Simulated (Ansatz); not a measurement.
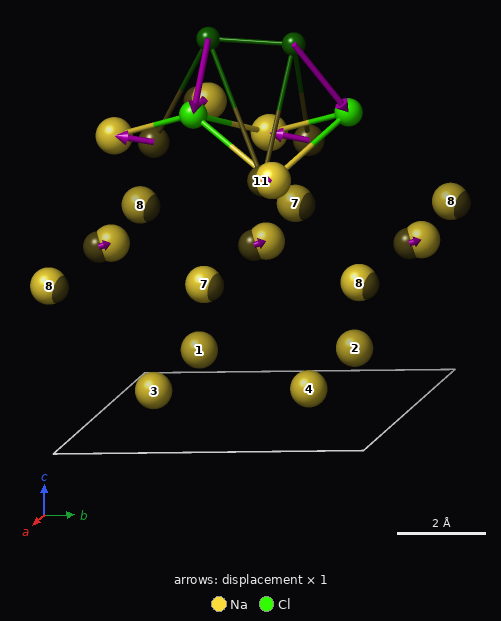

This is a constrained relaxation of a slab of composition Na6Cl (cut from the Im-3m phase). The starting structure is drawn faded, the final one solid; purple arrows show the displacements, at their true length.

The picture is a ball-and-stick view of the cell of the calculation, outlined in the plane, without the vacuum, seen slightly off an axis.

Case: 1 Cl2 a cell, flat, over a bridge Na-Na site. The slab is the (1 1 0) face of Na with Cl2 on it. 4 atoms are held fixed.

These are results of Ansatz, DFT PBE+D3(BJ), scalar-relativistic, plane waves, PAW, not measurements.

Input
```yaml
crystal:
  lattice:
    - [7.0632143068, 0.0, 0.0]
    - [-2.3544047689, 6.6592623111, 0.0]
    - [0.0, 0.0, 23.7670903319]
  atoms:
    - { symbol: Na, position: [0.25, 0.25, 0.3365998903] }
    - { symbol: Na, position: [0.25, 0.75, 0.3365998903] }
    - { symbol: Na, position: [0.75, 0.25, 0.3365998903] }
    - { symbol: Na, position: [0.75, 0.75, 0.3365998903] }
    - { symbol: Na, position: [0.5, 0.5, 0.4601757181] }
    - { symbol: Na, position: [0.5, 0.0, 0.4601757181] }
    - { symbol: Na, position: [0.0, 0.5, 0.4601757181] }
    - { symbol: Na, position: [0.0, 0.0, 0.4601757181] }
    - { symbol: Na, position: [0.75, 0.75, 0.5837340178] }
    - { symbol: Na, position: [0.75, 0.25, 0.5837340178] }
    - { symbol: Na, position: [0.25, 0.75, 0.5837340178] }
    - { symbol: Na, position: [0.25, 0.25, 0.5837340178] }
    - { symbol: Cl, position: [1.0, 0.5, 0.705751478] }
    - { symbol: Cl, position: [1.0815119583, 0.7994232976, 0.705751478] }
basis:
  ecutwfc: 420
kpoints:
  mp_grid: { grid: [3, 3, 1] }
hamiltonian:
  xc: pbe
  dispersion: d3bj
scf:
  occupations: { method: gaussian, width: 0.1 }
output:
  forces: true
  eigenvalues: true
  write_density: true
  write_potential: true
  elf: true
  volumetric_format: npy
relax:
  adjacent_minimum: "off"
  f_tol: 0.04
  max_steps: 100
  constraints: [{ sites: [0, 1, 2, 3] }]
efield:
  axis: 3
  dipole_correction: true
  ramp_width: 0.04
```

Launched with:
```bash
ansatz run input.yaml --threads 4 --pin off --max-ram 10240MiB --backend cpu --events-out ev --progress --plain --runs-dir out
```

**Atoms of which element are displaced furthest, and by how much?**

Chlorine: up to 2.19 Å, against 0.93 Å for sodium.

**What happened in the run?**

Cl14 moves most: 2.19 Å at 37° to the normal (−c side). By element the largest moves are Cl 2.19 Å, Na 0.93 Å. The cell doesn't change. Among the contacts that change: Na10–Cl14 5.384 → 2.680 Å, Na12–Cl14 4.175 → 2.629 Å, Cl13–Cl14 1.998 → 3.535 Å, Na9–Cl13 4.090 → 2.666 Å. New bonds form: Na10–Cl14 (5.38 → 2.68 Å), Na12–Cl13 (4.09 → 2.68 Å), Na12–Cl14 (4.17 → 2.63 Å), Na9–Cl13 (4.09 → 2.67 Å). Bonds break: Cl13–Cl14 (2.00 → 3.54 Å). After 18 accepted moves (20 points after the start) the energy has fallen by 5.802 eV per cell of the calculation. Largest force component: 3.9 eV/Å at the start, 0.014 eV/Å at the end. The line search rejected the trial step at point 19 of the run. 1 step only repeated the SCF at the same geometry. The forces were under the threshold at step 16, but the run went on from there. The run may lie on a higher electronic state than the lowest, so the end point isn't shown to be the ground-state structure. The run took 4.5 min on 4 threads of Arm Neoverse V1, on a shared host, peak memory 1.9 GiB.

Limits of the set-up: the periodic images lie only 7.1 Å apart, so the values are limited by the cell's size.
